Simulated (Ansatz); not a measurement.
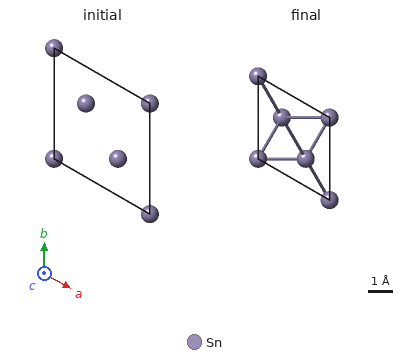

The structure of a crystal of Sn (set up in R-3m) (coarse preliminary run) before (left) and after (right) a relaxation, at one scale.

Style: ball-and-stick. Shown: the conventional cell (3 times the calculation's cell), along the c axis. Lengths and directions refer to the drawn axes.

Case: 5 of 5 Li taken out, relaxed.

Theory: DFT r2SCAN, scalar-relativistic, plane waves, PAW (Ansatz 0.2.0). (plane-wave cutoff 500 eV; k-point mesh 6 × 6 × 6; occupations gaussian; smearing width 0.1 eV; no spin polarisation; cell and atoms relaxed; force threshold 0.0325 eV/Å; at most 70 steps)

**Summarise the run.**

The energy falls by 1257 meV per atom in 8 accepted moves (10 points after the start). The largest force component goes from 0.065 to 0.014 eV/Å. The pressure goes from −3.53 to 0.04 GPa. The line search rejected the trial step at point 6 of the run. At 1 point the geometry stayed and the basis and grid were re-selected for the new cell (energy shift of 1.5 meV per atom at most each time). The largest moves relative to the cell, 0.35 Å, are those of Sn atoms. Cell: a = b 4.707 → 3.511 Å (−25.4 %), c 19.720 → 16.309 Å (−17.3 %). Volume −54.0 %. Near-neighbour distances that change, for instance: Sn–Sn 4.584 → 3.109 Å, Sn–Sn 2.882 → 3.079 Å. New bonds form: Sn–Sn (4.58 → 3.11 Å). The space group stays R-3m (No. 166). The run took 58 s on 2 threads of Arm Neoverse V1, with other jobs on the host, peak memory 0.71 GiB.
